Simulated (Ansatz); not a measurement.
## Run report: Ti, geometry relaxation

- system: Ti (slab, 8 atoms in the cell)
- method: DFT, r2SCAN, paw_fr, spin-orbit coupling (Ansatz 0.2.0)

The structure derives from an entry of the Crystallography Open Database. The run did not end well. The input holds or restrains some coordinates. Forces given for the steps count only the free coordinates. Figures and captions count atoms from 1; the log counts them from 0 in places.

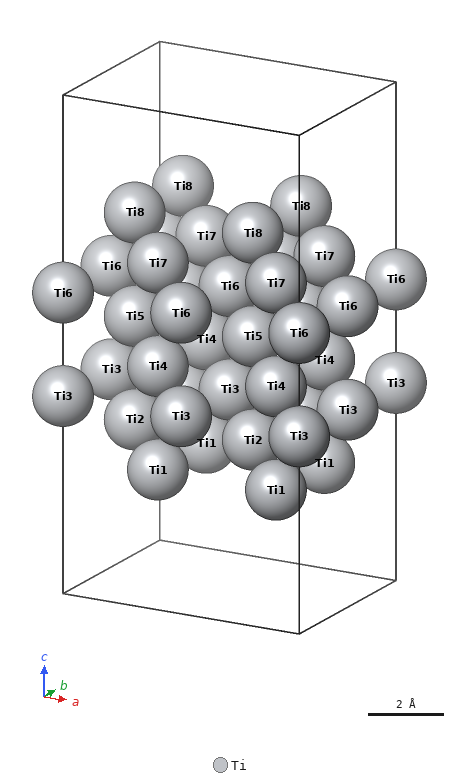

Fig. 1: The input geometry (spheres-only view of the 2 × 2 repeat of the cell, with the vacuum cut short, seen slightly off an axis; atoms are numbered from 1 in the order of the input). An atom can appear more than once, as a periodic image.

### Input file
```yaml
crystal:
  lattice:
    - [4.5987251517, 0.0, 0.0]
    - [-2.2993625758, 3.9826128064, 0.0]
    - [0.0, 0.0, 23.5709758852]
  atoms:
    - { symbol: Ti, position: [0.6666666667, 0.3333333333, 0.3606129861] }
    - { symbol: Ti, position: [0.3333333333, 0.6666666667, 0.4004378472] }
    - { symbol: Ti, position: [0.0, 0.0, 0.4402627083] }
    - { symbol: Ti, position: [0.6666666667, 0.3333333333, 0.4800875694] }
    - { symbol: Ti, position: [0.3333333333, 0.6666666667, 0.5199124306] }
    - { symbol: Ti, position: [0.0, 0.0, 0.5597372917] }
    - { symbol: Ti, position: [0.6666666667, 0.3333333333, 0.5995621528] }
    - { symbol: Ti, position: [0.3333333333, 0.6666666667, 0.6393870139] }
  symmetry: { detect: false }
basis:
  ecutwfc: 500
kpoints:
  mp_grid: { grid: [9, 9, 1] }
hamiltonian:
  xc: r2scan
  pseudopotentials: { kind: paw_fr }
scf:
  occupations: { method: gaussian, width: 0.3 }
output:
  forces: true
  eigenvalues: true
relax:
  adjacent_minimum: "off"
  f_tol: 0.03
  max_steps: 70
  constraints: [{ sites: [0, 1, 2, 3] }]
efield:
  axis: 3
  dipole_correction: true
  ramp_width: 0.04
magnetization:
  noncollinear: true
  spin_orbit: true
```

Machine: 4 threads of Intel Xeon (Granite Rapids), 192 GiB of memory available, shared host.

Run as:
```bash
ansatz run input.yaml --threads 4 --pin off --max-ram 10240MiB --backend cpu --events-out ev --progress --plain --runs-dir out
```

### Log
```
The last accepted step is kept in [file] (removed where the run ends without a failure and the disk answers)
the start keeps a symmetry that the run doesn't impose, so 4 atoms are moved at random by 1.00e-2 Å, to let the relaxation leave a saddle point. relax.escape_saddle: false keeps them in place
Engine: ansatz 0.2.0, x86_64-unknown-linux-gnu
Pseudopotentials: kind: paw_fr
Pseudopotential: Ti, paw_fr, valence charge 12, recommended cutoff 500 eV (meta_gga), Ti.paw.azcp#standard-fr
Functional definition: r2SCAN
  parameter k0 = 0.174
  parameter k1 = 0.065
  parameter a1 = 4.9479
  exchange = r2scan_x(k0 = k0, k1 = k1, a1 = a1)
  correlation = r2scan_c
non-collinear run that drives no moment, with spin-orbit: no starting moment large enough to seed its density (crystal.atoms[].spin), no starting occupations that ask for one, no magnetisation constraint and no magnetic field, so the semilocal B_xc is pinned to zero
Crystal: 8 atoms, lattice volume = 431.701 Å³
Basis set: ecut = 500 eV, 11071 PW (Γ), exchange–correlation on 144×144×720 points (64 copies of the dense FFT grid, shifted against one another)
Bands: 116, of which v1, the nominal top of the filled ones, is band 96 counted from 1 (95 counted from 0)
Symmetry: 1 space group operations
k-points: 81
Projection manifold: j_resolved (fully-relativistic pseudo-atomic orbitals)
Non-local potential: Ti, projectors of the file, l = 0: 3, l = 1: 4, l = 2: 6, l = 3: 2
PAW form: soft (Blöchl's): semilocal exchange-correlation on the pseudo side does not see the compensation charge
PAW frozen core: Ti, regenerated for the run's functional (the file was generated under x = pbe(κ = 0.804, μ = 0.2195149727645171), c = pbe(β = 0.06672455060314922))
PAW one-centre angular grid: Ti, 590 points (default); XC on 323 of its mesh's 2605 points in the sphere
Initial density: superposition of atomic densities (neutral atoms: chi_scale 0, normalization atom)
Initial wavefunctions: pseudopotential atomic-orbital guess
Functional: x = r2scan, c = r2scan; τ floored in thin density (d = 2e-4 eV/Å³)
SCF iter   1: F=—  HF=-20032.648292 eV  |F-HF|=—  |Δ(HF+E_count)|=         —  Δρ=6.17e-2  dr2=1.47e2  dr2_τ=1.98e-1  dr2_m=1.87e-9 (ungated)  ethr=3.10e-3  |M|=5.21e-6 ∫|m|=2.14e-4 μB  |m|>n=0.0e0 m-floor=0.0e0 τ_xc=0.0e0  β_m=0.30  p=-0.000 e·Å  D=-6.30e-9 V/Å  ΔV_dip=0.00 eV  dr2_dipole=1.00e-3  V_vac-E_F(+/−)=7.85/7.85 eV  ⟨swp⟩=8.1  Hψ=54569  notcnv=0
efield: sawtooth ramp at fractional position 0.9800 (placed from the atoms, in the widest stretch of the axis that holds none; the zero of the levels goes with the place), width 0.0400; the density the first Hamiltonian is built on has a dipole p = -0.000 e·Å; the dipole correction subtracts the counter field D = -6.30e-9 V/Å, which shifts the + side's vacuum level by +0.00 eV against the − side's; the planar-averaged density in the ramp window peaks in size at 3.6e-7 e/Å³
preconditioner: auto → none  [metal: Δε(μ)=0.033 eV  Ē_g=2.940 eV  σ=0.300 eV  W_gap=0.06  n_scr=80 (ndim 8)  ℏωp=10.1 eV  f_vac=0.562  D(μ)=10.79/eV (n_scr^D=80)  sad-step TF]
SCF iter   2: F=—  HF=-20026.613631 eV  |F-HF|=—  |Δ(HF+E_count)|=    6.03e0  Δρ=4.69e-2  dr2=2.00e1  dr2_τ=3.50e-1  dr2_m=1.26e-9 (ungated)  ethr=3.10e-3  |M|=1.20e-5 ∫|m|=1.70e-4 μB  |m|>n=0.0e0 m-floor=0.0e0 τ_xc=0.0e0  β_m=0.30  p=-0.000 e·Å  D=-8.55e-8 V/Å  ΔV_dip=0.00 eV  dr2_dipole=8.22e-4  V_vac-E_F(+/−)=7.95/7.95 eV  ⟨swp⟩=6.5  Hψ=27676  notcnv=0  defer=108  κ⁻¹=1.0e0(r=1)
SCF iter   3: F=—  HF=-20023.212578 eV  |F-HF|=—  |Δ(HF+E_count)|=    3.40e0  Δρ=2.97e-2  dr2=1.74e1  dr2_τ=5.63e-2  dr2_m=1.60e-7 (ungated)  ethr=3.10e-3  |M|=4.10e-5 ∫|m|=1.54e-3 μB  |m|>n=0.0e0 m-floor=0.0e0 τ_xc=0.0e0  β_m=0.30  p=0.015 e·Å  D=6.31e-3 V/Å  ΔV_dip=-0.15 eV  dr2_dipole=1.56e0  V_vac-E_F(+/−)=3.53/3.68 eV  ⟨swp⟩=6.7  Hψ=31803  notcnv=0  defer=16  κ⁻¹=2.1e-1(r=2)
SCF iter   4: F=—  HF=-20044.492472 eV  |F-HF|=—  |Δ(HF+E_count)|=    2.13e1  Δρ=1.39e-1  dr2=1.39e3  dr2_τ=1.09e0  dr2_m=3.95e-8 (ungated)  ethr=3.10e-3  |M|=4.79e-5 ∫|m|=8.17e-4 μB  |m|>n=0.0e0 m-floor=0.0e0 τ_xc=0.0e0  β_m=0.30  p=-0.499 e·Å  D=-2.09e-1 V/Å  ΔV_dip=4.93 eV  dr2_dipole=5.39e2  V_vac-E_F(+/−)=6.81/1.88 eV  ⟨swp⟩=14.5  Hψ=61022  notcnv=3  defer=2  κ⁻¹=1.3e-2(r=3)
SCF iter   5: F=—  HF=-20023.587524 eV  |F-HF|=—  |Δ(HF+E_count)|=    2.09e1  Δρ=3.55e-2  dr2=2.05e1  dr2_τ=9.06e-2  dr2_m=7.06e-8 (ungated)  ethr=3.10e-3  |M|=1.47e-4 ∫|m|=1.51e-3 μB  |m|>n=0.0e0 m-floor=0.0e0 τ_xc=0.0e0  β_m=0.30  p=0.025 e·Å  D=1.03e-2 V/Å  ΔV_dip=-0.24 eV  dr2_dipole=2.60e0  V_vac-E_F(+/−)=4.09/4.33 eV  ⟨swp⟩=7.9  Hψ=40461  notcnv=0  κ⁻¹=1.3e-3(r=4)
SCF iter   6: F=—  HF=-20022.850446 eV  |F-HF|=—  |Δ(HF+E_count)|=   7.37e-1  Δρ=1.43e-2  dr2=4.07e0  dr2_τ=1.12e-2  dr2_m=6.95e-8 (ungated)  ethr=3.10e-3  |M|=9.65e-5 ∫|m|=1.32e-3 μB  |m|>n=0.0e0 m-floor=0.0e0 τ_xc=0.0e0  β_m=0.30  p=0.012 e·Å  D=5.15e-3 V/Å  ΔV_dip=-0.12 eV  dr2_dipole=4.21e-2  V_vac-E_F(+/−)=3.88/4.00 eV  ⟨swp⟩=4.2  Hψ=15992  notcnv=0  defer=4  κ⁻¹=9.8e-5(r=5)
SCF iter   7: F=—  HF=-20022.799147 eV  |F-HF|=—  |Δ(HF+E_count)|=   5.13e-2  Δρ=1.18e-2  dr2=1.35e0  dr2_τ=9.14e-3  dr2_m=4.67e-8 (ungated)  ethr=3.10e-3  |M|=8.40e-5 ∫|m|=1.10e-3 μB  |m|>n=0.0e0 m-floor=0.0e0 τ_xc=0.0e0  β_m=0.30  p=-0.005 e·Å  D=-2.01e-3 V/Å  ΔV_dip=0.05 eV  dr2_dipole=3.08e-2  V_vac-E_F(+/−)=3.64/3.59 eV  ⟨swp⟩=2.2  Hψ=12746  notcnv=0  defer=3  κ⁻¹=3.7e-5(r=6)
SCF iter   8: F=—  HF=-20022.822753 eV  |F-HF|=—  |Δ(HF+E_count)|=   2.36e-2  Δρ=1.18e-2  dr2=3.38e0  dr2_τ=7.57e-3  dr2_m=2.43e-8 (ungated)  ethr=1.41e-3  |M|=3.96e-5 ∫|m|=6.73e-4 μB  |m|>n=0.0e0 m-floor=0.0e0 τ_xc=0.0e0  β_m=0.50  p=0.009 e·Å  D=3.96e-3 V/Å  ΔV_dip=-0.09 eV  dr2_dipole=3.01e-1  V_vac-E_F(+/−)=3.29/3.39 eV  ⟨swp⟩=2.4  Hψ=13834  notcnv=0  κ⁻¹=3.4e-5(r=7)
SCF iter   9: F=—  HF=-20022.769460 eV  |F-HF|=—  |Δ(HF+E_count)|=   5.33e-2  Δρ=6.38e-3  dr2=6.80e-1  dr2_τ=2.35e-3  dr2_m=4.78e-8 (ungated)  ethr=1.41e-3  |M|=2.30e-5 ∫|m|=7.08e-4 μB  |m|>n=0.0e0 m-floor=0.0e0 τ_xc=0.0e0  β_m=0.33  p=0.000 e·Å  D=7.92e-5 V/Å  ΔV_dip=-0.00 eV  dr2_dipole=9.10e-3  V_vac-E_F(+/−)=3.42/3.42 eV  ⟨swp⟩=1.5  Hψ=10026  notcnv=0  κ⁻¹=1.1e-5(r=8)
```

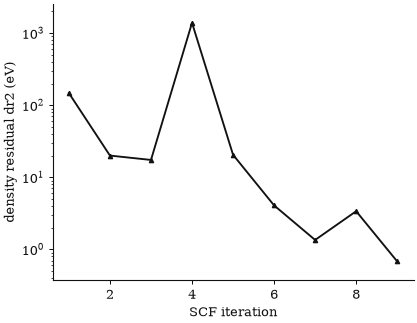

Fig. 2: Convergence of the self-consistent field: density residual dr2 against the SCF iteration. The run ended after 9 iterations.

### Outcome

- outcome: stopped at the time limit
- wall time: 6.5 min (CPU time 25 min)
- peak memory: 9.4 GiB

Settings chosen away from the usual ones: crystal.symmetry set to {"detect": false}; hamiltonian.pseudopotentials set to {"kind": "paw_fr"}; magnetization set to {"noncollinear": true, "spin_orbit": true}; scf.occupations.width set to 0.3 (from 0.1). The run was cut off by its time limit, so the output is incomplete.
